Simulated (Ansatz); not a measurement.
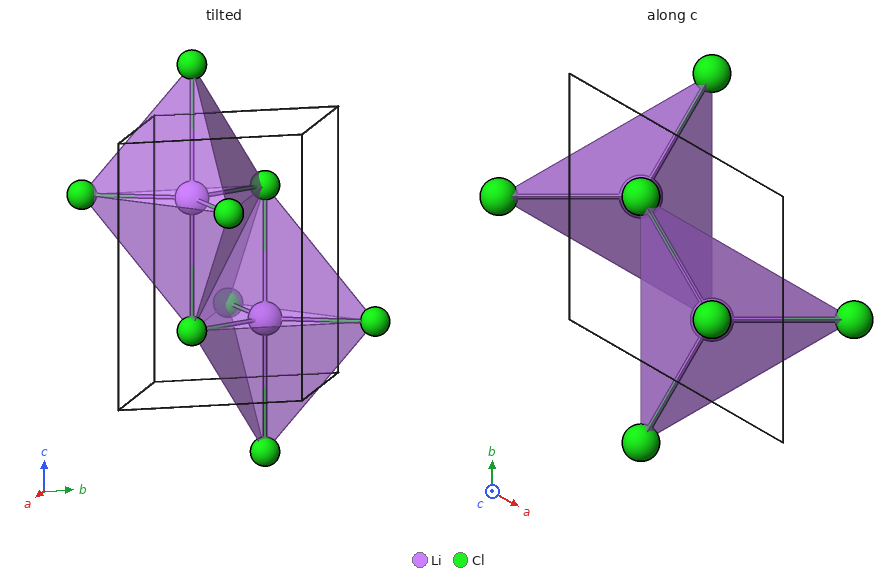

Figure: polyhedral view slightly off an axis and along the c axis. Atoms at the boundary of the conventional unit cell (the box) are drawn once for each face, edge or corner they touch. A few atoms beyond the faces are included.

LiCl, space group P6_3/mmc (No. 194), a = 3.96 Å, b = 3.96 Å, c = 5.49 Å, α = 90.00°, β = 90.00°, γ = 120.00°.

Method used: DFT, r2SCAN, plane waves, PAW in Ansatz 0.2.0. It ran with a cutoff energy of 500 eV, a 12×12×6 grid in reciprocal space, no spin polarisation.

### How large a gap does the method give, if there is one?

An insulator at this level, with a gap of 6.45 eV, direct.

### What is the pressure at this volume?

The computed pressure is 2.3 GPa (compressed: it would expand). The stress isn't hydrostatic: its largest component is 3.5 GPa.

Origin of the cell: a structure type filled with these elements by a generator (whether the compound takes this form wasn't checked). The cell was then strained or its atoms displaced on purpose. It was the input of a calculation with Ansatz.
